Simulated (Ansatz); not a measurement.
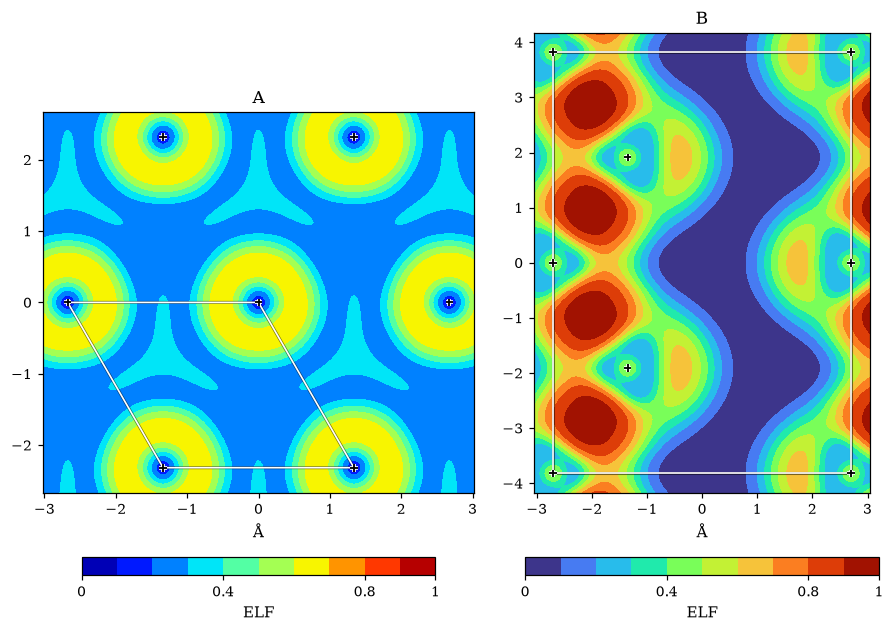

The ELF of 2 systems, each on a plane through atoms (crosses mark nuclei in the plane).

Level of theory: DFT LDA, scalar-relativistic, plane waves, PAW in Ansatz 0.2.0.

System 1: Ru, the (001) plane of the conventional cell. Space group P6₃/mmc; a structure from a database of computed crystals, not necessarily the ambient phase; computed without spin polarisation.

```
Ru
1.0
     2.67389    0.00000    0.00000
    -1.33694    2.31565    0.00000
     0.00000    0.00000    4.22640
Ru
2
Direct
  0.33333 0.66667 0.25000
  0.66667 0.33333 0.75000
```

System 2: Si, the (101) plane of the conventional cell. Space group Fd-3m; a structure from a database of computed crystals, not necessarily the ambient phase.

Question: Match each panel to its system.

Answer: Panel A is system 1, Ru: the plane holds Ru. Ru–Ru (2.67 Å): the ELF is about 0.30 at the midpoint. Panel B is system 2, Si: the plane holds Si. Si–Si (2.34 Å): the ELF peaks at about 0.95 between the atoms: a covalent bond.
